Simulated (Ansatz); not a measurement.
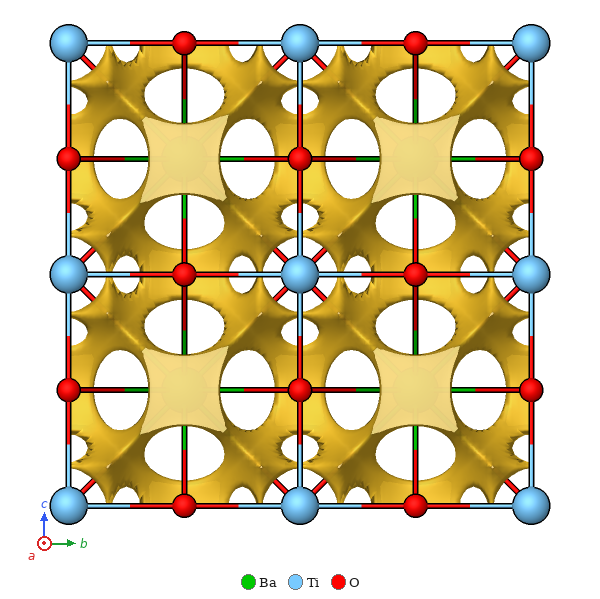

The yellow surface encloses the points that the centre of a probe sphere of radius 0.15 Å can occupy in BaTiO$_{3}$ (Pm-3m, No. 221), computed on a grid of about 0.11 Å (2×2×2 cells shown, view along the a axis; pale faces close the region where the box cuts it).

Hard-sphere model; Shannon crystal radii (six-coordinate where tabulated): Ba 1.49 Å, Ti 0.74 Å, O 1.26 Å.

The cell is taken from coordinates from a relaxation with DFT, PAW plane waves, r2scan in Ansatz 0.2.0.

```yaml
crystal:
  lattice:
    - [3.99404, 0.00000, 0.00000]
    - [0.00000, 3.99404, 0.00000]
    - [0.00000, 0.00000, 3.99404]
  atoms:
    - { symbol: Ba, position: [0.50000, 0.50000, 0.50000] }
    - { symbol: Ti, position: [0.00000, 0.00000, 0.00000] }
    - { symbol: O, position: [0.50000, 0.00000, 0.00000] }
    - { symbol: O, position: [0.00000, 0.50000, 0.00000] }
    - { symbol: O, position: [0.00000, 0.00000, 0.50000] }
```

Is the space open to the probe made of pockets or channels?

Where they connect, they form a three-dimensional network.

What share of the cell can the probe's centre reach?

About 15 % of the volume (9.3 Å³ of 63.7 Å³).

Give the largest included and the largest free sphere.

The largest sphere that fits anywhere has a diameter of 1.06 Å; the largest that can travel through the crystal, about 0.6 Å.

How does the connectivity change as the probe shrinks?

Below a radius of about 0.30 Å the space forms a three-dimensional network. These are grid estimates, good to about 0.05 Å.
